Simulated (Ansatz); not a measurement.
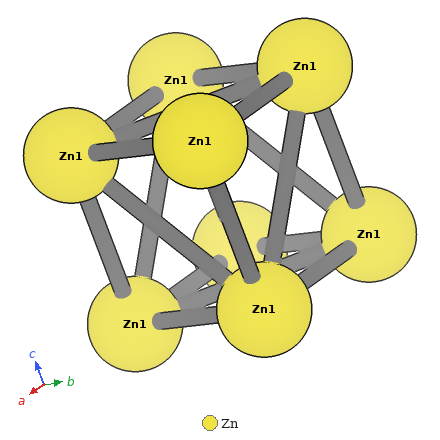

Two computed energy maps of cells of Zn. The picture above is the structure of the first map.

Map 1

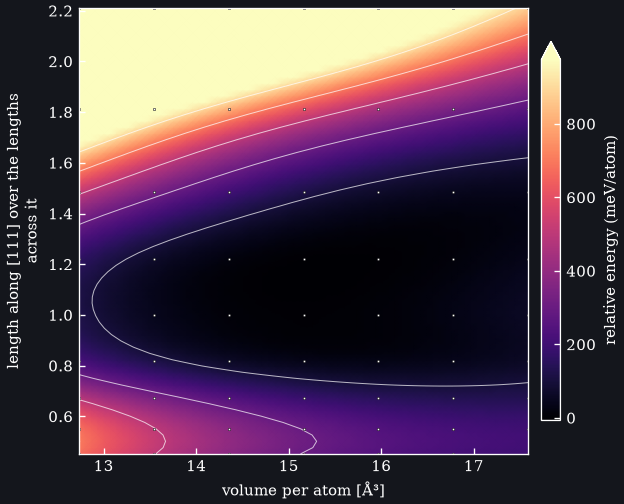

Zn (Fm-3m, No. 225; 1 atom in the cell). The energy is mapped over volume and the cell's shape. First axis: volume per atom. Second axis: length along [111] over the lengths across it, relative to the cubic cell. Nothing is relaxed (symmetry fixes all fractional coordinates). The grid has 7 × 9 points. Points are written as (first, second). All energies are given in meV/atom relative to the relaxed crystal. Computed with DFT PBE, scalar-relativistic, plane waves, PAW (Ansatz). Settings: cutoff 520 eV, k-mesh 22×22×22, gaussian smearing 0.15 eV, no spin polarisation.

In the figure: a smooth colour map with a few white contour lines, dots at the grid points, one colour for all values above the top of the scale. Between grid points the surface is interpolated.

Map 2

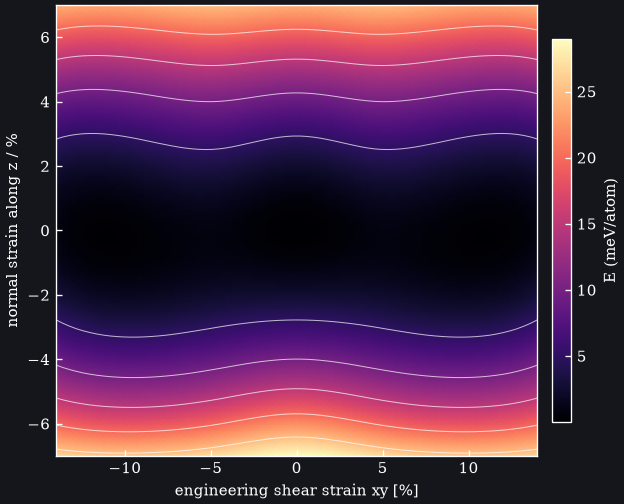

Zn (Fm-3m, No. 225; 1 atom in the cell). The energy is mapped over two homogeneous strains (x, y and z along the cube axes). First axis: engineering shear strain xy. Second axis: normal strain along z. Nothing is relaxed (symmetry fixes all fractional coordinates). The scan uses a 7 × 7 grid; 28 points were computed and 21 follow by symmetry. Points are written as (first, second). All energies are given in meV/atom relative to the lowest grid point. Method: Ansatz 0.2.0, DFT PBE, scalar-relativistic, plane waves, PAW. Settings: cutoff 520 eV, k-mesh 20×20×20, gaussian smearing 0.15 eV, no spin polarisation.

The picture shows a smooth colour map with a few white contour lines. Between grid points the surface is interpolated.

Summarise the maps one by one.

Answer. Map 1: The lowest grid point is at (15.97 Å³, 1.219), −2.3 meV/atom from the relaxed crystal. It is the only kind of minimum in the scanned range. The highest grid point, (12.73 Å³, 2.211), lies 3227 meV/atom above the lowest. The reference (Fm-3m) is not the lowest structure on this map: a distortion lowers the energy (space group R-3m at the lowest grid point).
Map 2: The lowest grid point is at (0.0 %, 0.00 %); the map holds 3 wells of about this depth. The highest grid point, (0.0 %, −7.00 %), lies 29.0 meV/atom above the lowest. On the interpolated surface the easiest way out of the lowest well to a well of about the same depth near (9.3 %, 0.00 %) passes a barrier of about 0.81 meV/atom.

Maps 1, 2 start from a relaxed reference structure. Do they show a way to lower its energy?

Answer. Yes. In map 1 the point (15.97 Å³, 1.219) lies 2.3 meV/atom below the reference. Elsewhere the reference is the lowest point.
